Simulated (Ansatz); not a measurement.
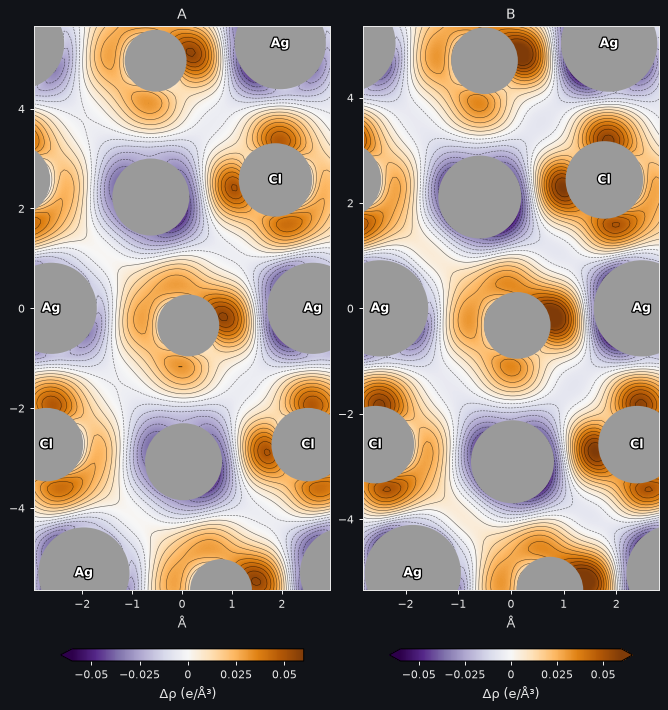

AgCl: deformation density on the (11̄0) plane of the conventional cell at two volumes, with the same fractional coordinates and one colour scale. Grey discs cover the cores.

Space group P2_1/m; not relaxed (largest force 0.9 eV/Å).

Computed with Ansatz, DFT PBE, scalar-relativistic, plane waves, PAW.

Which panel is the larger cell, by how much, and what changes?

Answer. A is the larger cell: B has 85 % of the volume of A.
The pressure is 10 GPa in A and 33 GPa in B.
Bader charges in A: Ag +0.54 and Cl −0.54 e; in B: Ag +0.53 and Cl −0.53 e.
The rearranged charge is 0.12 e an atom in A and 0.12 e in B.
The scaled cell isn't relaxed: forces reach 1.3 eV/Å.
